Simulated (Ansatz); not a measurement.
Sb2Te3, space group R-3m:H (No. 166), a = 4.288 Å, b = 4.288 Å, c = 31.165 Å, α = 90.00°, β = 90.00°, γ = 120.00°

```csv
site,Wyckoff,x,y,z
Sb,6c,0.6667,0.3333,0.7302
Te1,6c,0.0000,0.0000,0.7846
Te2,3a,0.0000,0.0000,0.0000
```

Source: the end point of a relaxation at fixed volume with DFT r2SCAN, scalar-relativistic, plane waves, PAW in Ansatz.

> Describe the coordination of Sb.

SbTe6: an essentially ideal octahedron (coordination number 6, S = 0.08; next best trigonal prism, S = 16.1). Bonds: 3 × Sb–Te 3.00 Å and 3 × Sb–Te 3.17 Å. The next neighbour, not counted, lies at 4.29 Å.

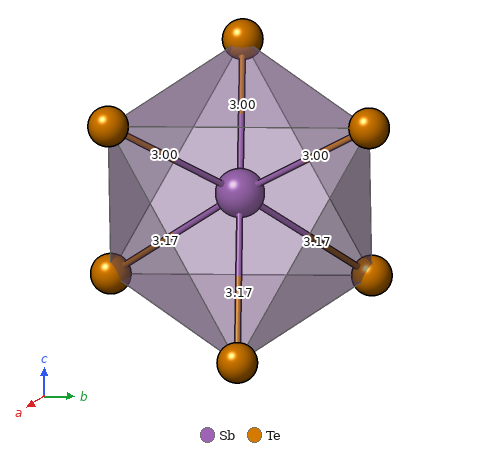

The polyhedron about Sb. Shape measures S are computed against regular polyhedra or, for capped shapes, the nearer of the equal-edge and equal-bond forms.
